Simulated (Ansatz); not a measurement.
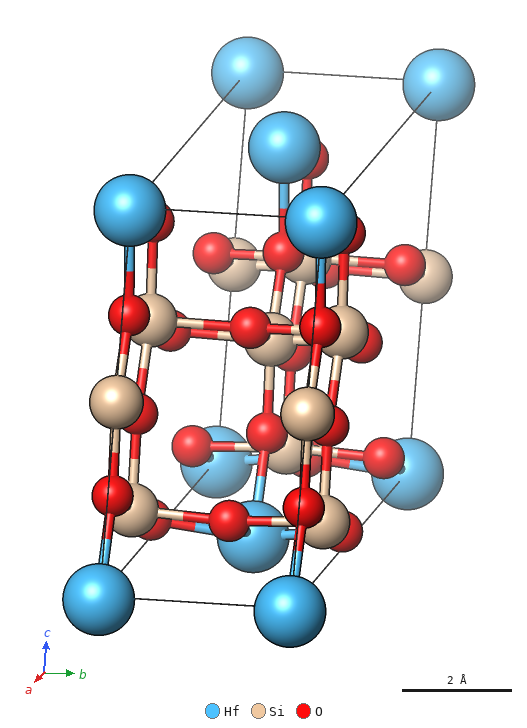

The crystal in a ball-and-stick representation, seen slightly off an axis. Lines trace the edges of the conventional unit cell.

HfSi3O8, space group Cm (No. 8), a = 9.672 Å, b = 3.625 Å, c = 7.235 Å, α = 90.00°, β = 110.77°, γ = 90.00°. The initial geometry was a structure type filled with these elements by a generator (whether the compound takes this form wasn't checked). Earlier steps of the study, as a rule a relaxation of our own, may have changed the cell and positions, so they can lie some per cent off the listed ones. Ansatz was used for an electronic-structure calculation on it.

This one geometry was computed with Ansatz (DFT, plane waves, PAW) at five levels of theory: PBE, PBE0, HSE06, PBE with spin-orbit coupling and r2SCAN. It was relaxed beforehand with r2SCAN.

Q: Which level gives the highest pressure at this volume, and what does that say about its equilibrium volume?

A: Highest: PBE (7.3 GPa) and PBE with spin-orbit coupling (7.2 GPa), which points to the largest equilibrium volume. Lowest, with the smallest volume: PBE0 (-0.9 GPa) and HSE06 (-0.9 GPa). Levels within 0.5 GPa of each other can't be told apart.

Q: How does the band gap change with the level of theory?

A: PBE with spin-orbit coupling: a gap of 4.58 eV, indirect; PBE: a gap of 4.66 eV, indirect; r2SCAN: a gap of 5.18 eV, indirect; HSE06: a gap of 6.40 eV, indirect; PBE0: a gap of 7.17 eV, indirect.

Q: Collect the results in a table.

A:
| level | cutoff (eV) | k-mesh of the run's cell | gap (eV) | pressure (GPa) |
| --- | --- | --- | --- | --- |
| PBE | 420 | 8×8×4 | 4.66 | 7.3 |
| PBE0 | 420 | 4×4×2 | 7.17 | -0.9 |
| HSE06 | 420 | 4×4×2 | 6.40 | -0.9 |
| PBE with spin-orbit coupling | 420 | 8×8×4 | 4.58 | 7.2 |
| r2SCAN | 500 | 8×8×4 | 5.18 | 0.0 |

Gaps are taken on the k-mesh or band path of each run.
